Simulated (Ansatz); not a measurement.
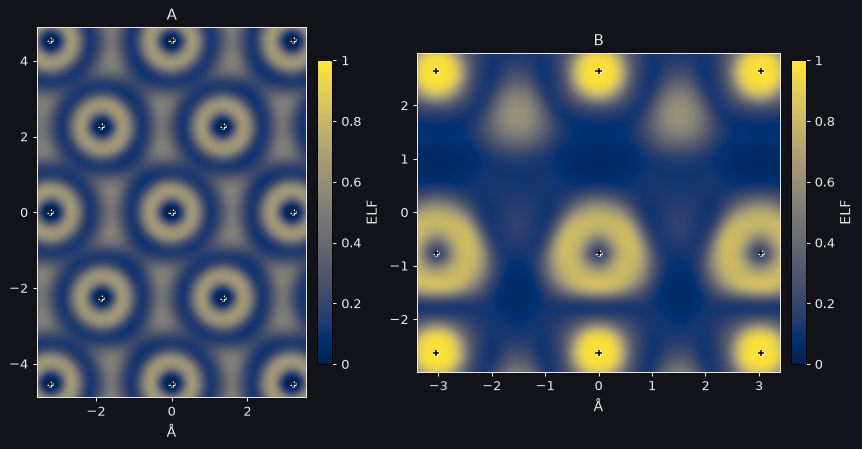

The electron localisation function of 2 systems, each on a plane through atoms (crosses mark nuclei in the plane).

Method: Ansatz 0.2.0, DFT PBEsol, scalar-relativistic, plane waves, PAW.

System 1: Ti, the (11̄0) plane of the conventional cell. Space group P4/nmm; not relaxed (largest force 1.2 eV/Å); computed without spin polarisation.

```yaml
crystal:
  lattice:
    - [3.21023, 0.00000, 0.00000]
    - [0.00000, 3.21023, 0.00000]
    - [0.00000, 0.00000, 3.21023]
  atoms:
    - { symbol: Ti, position: [0.50000, 0.00000, 0.78894] }
    - { symbol: Ti, position: [0.00000, 0.50000, 0.21106] }
```

System 2: CoO, the (100) plane of the cell of the magnetic structure. Space group P6₃mc; a structure from a database of computed crystals, not necessarily the ambient phase; spin-polarised.

```cif
data_structure
_symmetry_space_group_name_H-M 'P 1'
_symmetry_Int_Tables_number 1
_cell_length_a 3.0420
_cell_length_b 3.0420
_cell_length_c 5.2711
_cell_angle_alpha 90.000
_cell_angle_beta 90.000
_cell_angle_gamma 120.000
_cell_volume 42.24
loop_
_atom_site_label
_atom_site_type_symbol
_atom_site_fract_x
_atom_site_fract_y
_atom_site_fract_z
_atom_site_occupancy
Co1 Co 0.00000 0.00000 0.01011 1
Co2 Co 0.33333 0.66667 0.51011 1
O1 O 0.00000 0.00000 0.36489 1
O2 O 0.33333 0.66667 0.86489 1
```

> Match each panel to its system.

Panel A is system 1, Ti: the plane holds Ti. Ti–Ti (2.64 Å): the ELF is about 0.15 at the midpoint; no shared electron pair shows on this line. Panel B is system 2, CoO: the plane holds Co and O. Co–O (1.87 Å): the ELF peaks at about 0.85 in the valence shell of O, 0.6 Å from its nucleus, and is about 0.20 at the midpoint: no localised pair shows between them.
